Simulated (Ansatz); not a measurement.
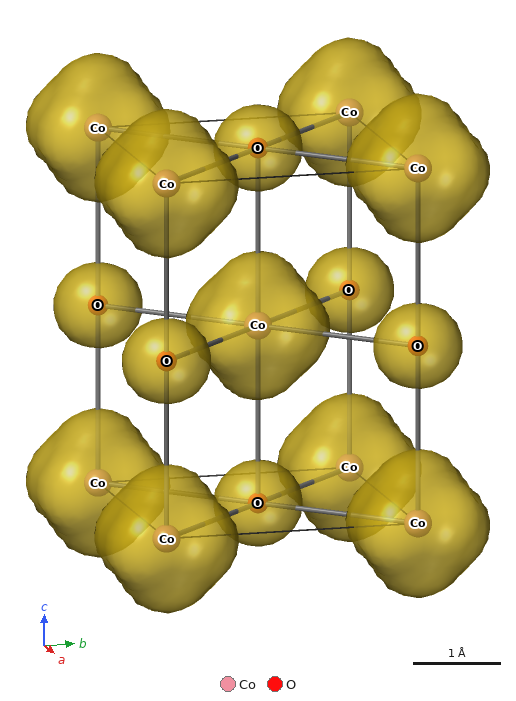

The picture shows: CoO. Isosurface of the spin density (up minus down) at +0.2 e/Å³ (yellow), seen slightly off an axis. Sticks mark near contacts.

Space group I4/mmm; computed pressure about −9 GPa in this cell; spin-polarised.

Method: DFT PBEsol, scalar-relativistic, plane waves, PAW in Ansatz 0.2.0.

The density is the valence pseudo-density of a PAW calculation; it isn't the true density close to the nuclei.

```
CELL_PARAMETERS angstrom
3.01600 0.00000 0.00000
0.00000 3.01600 0.00000
0.00000 0.00000 4.21450
ATOMIC_POSITIONS crystal
Co 0.00000 0.00000 0.00000
Co 0.50000 0.50000 0.50000
O 0.00000 0.00000 0.50000
O 0.50000 0.50000 0.00000
```

Describe the spin distribution.

Answer. The spin density sits on Co: +2.5 μB (×2) in one cell of 4 atoms, with smaller moments on other sites: O (up to +0.34 μB): parallel main moments, as they must be, since the calculation's own cell holds one magnetic site. The cell of the calculation (2 atoms) carries 3.0 μB of net spin moment.
